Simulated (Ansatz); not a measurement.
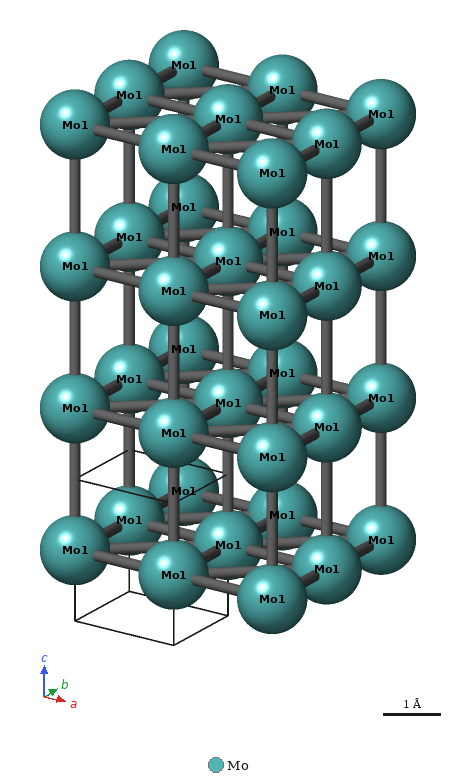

The structure (ball-and-stick view of the cell of the calculation, repeated 2 × 2 × 4, seen slightly off an axis; atoms are numbered from 1 in the order of the input). An atom can appear more than once, as a periodic image. Near neighbours in the periodic cell (some may lie outside the picture): Mo has 8 Mo at 2.56 to 2.74 Å.

# Two runs on Mo

System: Mo (1 atom in the cell).
Method of the first run: DFT r2SCAN, scalar-relativistic, plane waves, PAW, no spin polarisation (Ansatz 0.2.0).

The structure derives from a Materials Project entry. Text and figures count atoms from 1; the logs count them from 0 in places.

Input, the first run:
```yaml
crystal:
  lattice:
    - [2.7355103972, 0.0, 0.0]
    - [-1.3677551986, 2.3690214963, 0.0]
    - [0.0, 0.0, 2.5551807]
  atoms:
    - { symbol: Mo, position: [0.0, 0.0, 0.5] }
basis:
  ecutwfc: 500
kpoints:
  mp_grid: { grid: [24, 24, 20] }
hamiltonian:
  xc: r2scan
scf:
  occupations: { method: gaussian, width: 0.15 }
output:
  forces: true
  stress: true
  eigenvalues: true
  write_density: true
  write_potential: true
  elf: true
  volumetric_format: npy
```

Launched with:
```bash
ansatz run input.yaml --threads 1 --pin off --max-ram 2560MiB --backend cpu --events-out ev --progress --plain --runs-dir out
```

Hardware: 1 thread of Intel Xeon @ 2.50GHz (Skylake/Cascade Lake), 189 GiB of memory available, shared host.

Output, shortened to warnings, some set-up lines, iterations and results (the first run):
```
Basis set: ecut = 500 eV, 405 PW (Γ), exchange–correlation on 80×80×80 points (64 copies of the dense FFT grid, shifted against one another)
Symmetry: 24 space group operations
k-points: 671 of 11520
Initial density: superposition of atomic densities (neutral atoms: chi_scale 0, normalization atom), corrected by the library's trained network
[...]
SCF iter   1: F=—  HF=-4966.661268 eV  |F-HF|=—  |Δ(HF+E_count)|=         —  Δρ=1.23e-2  dr2=1.45e-2  dr2_τ=1.54e-2  ethr=1.77e-3  ⟨swp⟩=5.0  Hψ=45018  notcnv=0
SCF iter   2: F=—  HF=-4966.661940 eV  |F-HF|=—  |Δ(HF+E_count)|=   6.72e-4  Δρ=6.71e-3  dr2=3.77e-3  dr2_τ=1.87e-4  ethr=1.04e-4  ⟨swp⟩=1.4  Hψ=13817  notcnv=0
SCF iter   3: F=—  HF=-4966.661879 eV  |F-HF|=—  |Δ(HF+E_count)|=   6.05e-5  Δρ=6.11e-4  dr2=2.78e-5  dr2_τ=2.55e-6  ethr=2.70e-5  ⟨swp⟩=2.9  Hψ=11952  notcnv=0
SCF iter   4: F=—  HF=-4966.661906 eV  |F-HF|=—  |Δ(HF+E_count)|=   2.69e-5  Δρ=1.71e-4  dr2=4.07e-6  dr2_τ=1.12e-6  ethr=1.99e-7  ⟨swp⟩=2.0  Hψ=11953  notcnv=0
SCF iter   5: F=—  HF=-4966.661905 eV  |F-HF|=—  |Δ(HF+E_count)|=   1.06e-6  Δρ=4.52e-5  dr2=1.46e-7  dr2_τ=3.69e-8  ethr=2.90e-8  ⟨swp⟩=2.6  Hψ=11374  notcnv=0
SCF iter   6: F=-4966.661905 eV  HF=-4966.661905 eV  |F-HF|=1.96e-8  |Δ(HF+E_count)|=   1.09e-7  Δρ=1.73e-5  dr2=1.48e-8  dr2_τ=2.69e-9  ethr=7.14e-10  ⟨swp⟩=8.4  Hψ=45572  …
SCF 1 converged in 6 iterations: F = -4966.661905 eV  dr2 = 1.48e-8
SCF converged after 6 iterations
Free energy (F): -4966.661905 eV
Harris-Foulkes:  -4966.661905 eV  (|F-HF|=1.96e-8)
Internal energy: -4966.650615 eV  (E = F + TS)
E sigma→0 (E₀):  -4966.656260 eV
Entropy (-TS):   -0.011291 eV (-11.291 meV/atom)
Fermi energy:    19.627289 eV
--- Per-component energies (eV) ---
  E_band       = -84.402645
  E_kinetic    = 440.994633
  E_local      = -858.334889  (includes V_loc(G=0)·N_el)
  E_nonlocal   = 144.193457
  E_hartree    = 286.455334
  E_xc         = -178.055383
  E_vxc        = -255.756459  (∫ρ·V_xc dr)
  E_paw        = -3217.871900  (= ΣΔE_a)
  E_vpaw       = -145.467721  (= ΣTr[D̂ρ^β])
  E_aug_tail   = 0.000003  (compensation charges beyond the density's cutoff)
  E_vtau       = 17.058546  (kinetic-family band-sum trace: ∫τ·v_τ [+ j·A + Jᵃ·Aᵃ] dr)
  E_ewald      = -1583.810666
  E_core_change = -0.221204  (= ΣΔE_core)
  E_smearing   = -0.011291  (= −TS)
  E_closure    = 0.000000  (closes the sum)
  Σ components = -4966.661905   (vs F -4966.661905, Δ=0.00e0)
--- Forces (eV/Å), atoms counted from 1 ---
  atom   1  Mo     0.00000000     0.00000000     0.00000000
  max |Σ_I F_I| component: 6.57e-32 eV/Å
--- Stress (GPa, compression-positive) ---
        2.553733       0.000000      -0.000000
       -0.000000       2.553733       0.000000
       -0.000000       0.000000      -3.849133
  P = ⅓ Tr σ = 0.4194 GPa (4.194 kbar)
```

The input of the second run differs as follows (lines with − go, lines with + come):
```diff
-  mp_grid: { grid: [24, 24, 20] }
+  mp_grid: { grid: [18, 18, 18] }
-  write_density: true
-  write_potential: true
-  elf: true
-  volumetric_format: npy
```

How does the second run compare with the first run?

The free energy of the second run is 7.4 meV per atom lower, which measures how much it depends on this numerical setting. The number of SCF iterations is the same. The irreducible k-points go from 671 to 370. On the same kind of shared host the second run took about 0.49 times as long.

Output, shortened to warnings, some set-up lines, iterations and results (the second run):
```
Basis set: ecut = 500 eV, 405 PW (Γ), exchange–correlation on 80×80×80 points (64 copies of the dense FFT grid, shifted against one another)
Symmetry: 24 space group operations
k-points: 370 of 5832
Initial density: superposition of atomic densities (neutral atoms: chi_scale 0, normalization atom), corrected by the library's trained network
[...]
SCF iter   1: F=—  HF=-4966.668324 eV  |F-HF|=—  |Δ(HF+E_count)|=         —  Δρ=1.25e-2  dr2=1.44e-2  dr2_τ=1.56e-2  ethr=1.77e-3  ⟨swp⟩=5.0  Hψ=24768  notcnv=0
SCF iter   2: F=—  HF=-4966.669304 eV  |F-HF|=—  |Δ(HF+E_count)|=   9.79e-4  Δρ=6.84e-3  dr2=3.76e-3  dr2_τ=1.98e-4  ethr=1.03e-4  ⟨swp⟩=1.4  Hψ=7699  notcnv=0
SCF iter   3: F=—  HF=-4966.669325 eV  |F-HF|=—  |Δ(HF+E_count)|=   2.11e-5  Δρ=6.39e-4  dr2=3.07e-5  dr2_τ=2.89e-6  ethr=2.69e-5  ⟨swp⟩=2.9  Hψ=6621  notcnv=0
SCF iter   4: F=—  HF=-4966.669352 eV  |F-HF|=—  |Δ(HF+E_count)|=   2.70e-5  Δρ=1.55e-4  dr2=3.36e-6  dr2_τ=9.51e-7  ethr=2.20e-7  ⟨swp⟩=2.0  Hψ=6567  notcnv=0
SCF iter   5: F=—  HF=-4966.669351 eV  |F-HF|=—  |Δ(HF+E_count)|=   8.88e-7  Δρ=3.80e-5  dr2=1.08e-7  dr2_τ=2.63e-8  ethr=2.40e-8  ⟨swp⟩=2.1  Hψ=5872  notcnv=0
SCF iter   6: F=-4966.669351 eV  HF=-4966.669351 eV  |F-HF|=1.30e-8  |Δ(HF+E_count)|=   7.87e-8  Δρ=1.27e-5  dr2=8.78e-9  dr2_τ=1.64e-9  ethr=7.14e-10  ⟨swp⟩=4.9  Hψ=17780  …
SCF 1 converged in 6 iterations: F = -4966.669351 eV  dr2 = 8.78e-9
SCF converged after 6 iterations
Free energy (F): -4966.669351 eV
Harris-Foulkes:  -4966.669351 eV  (|F-HF|=1.30e-8)
Internal energy: -4966.661162 eV  (E = F + TS)
E sigma→0 (E₀):  -4966.665256 eV
Entropy (-TS):   -0.008189 eV (-8.189 meV/atom)
Fermi energy:    19.613849 eV
--- Per-component energies (eV) ---
  E_band       = -84.435624
  E_kinetic    = 440.966247
  E_local      = -858.280667  (includes V_loc(G=0)·N_el)
  E_nonlocal   = 144.179838
  E_hartree    = 286.432073
  E_xc         = -178.061430
  E_vxc        = -255.761301  (∫ρ·V_xc dr)
  E_paw        = -3217.865357  (= ΣΔE_a)
  E_vpaw       = -145.459502  (= ΣTr[D̂ρ^β])
  E_aug_tail   = 0.000003  (compensation charges beyond the density's cutoff)
  E_vtau       = 17.056257  (kinetic-family band-sum trace: ∫τ·v_τ [+ j·A + Jᵃ·Aᵃ] dr)
  E_ewald      = -1583.810666
  E_core_change = -0.221204  (= ΣΔE_core)
  E_smearing   = -0.008189  (= −TS)
  E_closure    = -0.000000  (closes the sum)
  Σ components = -4966.669351   (vs F -4966.669351, Δ=0.00e0)
--- Forces (eV/Å), atoms counted from 1 ---
  atom   1  Mo    -0.00000000     0.00000000     0.00000000
  max |Σ_I F_I| component: 1.31e-31 eV/Å
--- Stress (GPa, compression-positive) ---
        2.264175       0.000000      -0.000000
        0.000000       2.264175       0.000000
       -0.000000       0.000000      -2.937531
  P = ⅓ Tr σ = 0.5303 GPa (5.303 kbar)
```

The two runs side by side:

| quantity | the first run | the second run |
| --- | --- | --- |
| outcome | converged | converged |
| free energy per atom (eV) | −4966.6619 | −4966.6694 |
| energy per atom, smearing taken to zero (eV) | −4966.6563 | −4966.6653 |
| gap on the mesh (eV) | 0.00 | 0.00 |
| pressure (GPa) | 0.42 | 0.53 |
| largest force (eV/Å) | 0.000 | 0.000 |
| SCF iterations | 6 | 6 |
| irreducible k-points | 671 | 370 |
| plane waves at Γ | 405 | 405 |
| wall time (shared host) | 30 s | 15 s |
